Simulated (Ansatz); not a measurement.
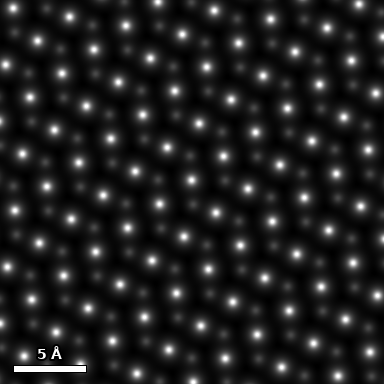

Map of the projected electrostatic potential of a crystal. Computed as the sum of neutral-atom potentials (tabulated electron scattering factors, B = 0.5 Å²) projected along the beam and smoothed by 0.25 Å; brighter is more positive. The display is stretched by a gamma of 0.7; percentages refer to the linear signal.

**Measure the repeat of the pattern.**

The pattern repeats on a rectangular net of 2.8 × 5.7 Å.

**Which plane group does this projection have?**

p2mg: mirror lines in one direction, glide lines across them, twofold points on the glide lines.

**How many columns does the smallest repeating cell hold, and how many levels of brightness?**

4 columns in the primitive cell of 16.0 Å², with 2 levels of brightness (about 100, 15 % of the brightest, counted from the darkest point).

The crystal is HfC (P6_3/mmc, No. 194) seen along [100]. Model: coordinates from a relaxation with DFT PBEsol, scalar-relativistic, plane waves, PAW in Ansatz 0.2.0; the starting structure was generated, so it need not be a known form of this composition.
